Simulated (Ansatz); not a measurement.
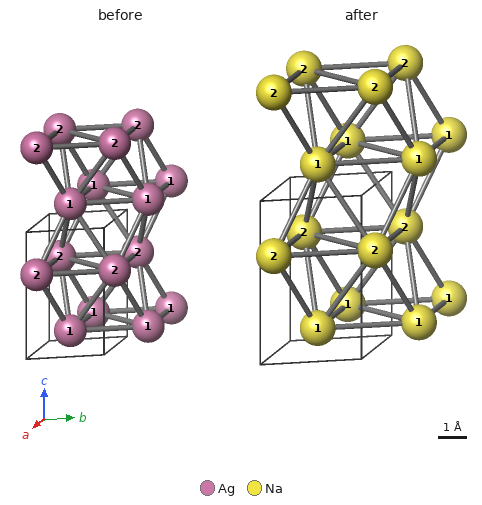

Left: a crystal of Ag (set up in P6_3/mmc). Right: the same structure after one change, at the same scale. A ball-and-stick model of the cell of the calculation, repeated 2 × 2 × 2 with one cell outlined, seen slightly off an axis.

Theory: Ansatz 0.2.0, DFT r2SCAN, scalar-relativistic, plane waves, PAW. (plane-wave cutoff 500 eV; occupations gaussian; smearing width 0.1 eV; no spin polarisation) The k-mesh is chosen for each cell (18×18×10, 12×12×8).

What was changed?

Every silver atom is replaced by sodium, which gives Na. Cell and atoms are relaxed again (to zero pressure within 0.1 GPa, forces under 0.01 eV/Å).

What does the change do?

The volume per atom goes from 17.33 to 37.78 Å³. The drawn cell changes as follows: a = b 2.904 → 3.777 Å (+30.1 %), c 4.748 → 6.117 Å (+28.9 %); the volume changes by +118.0 %. The space group stays P6_3/mmc (No. 194).
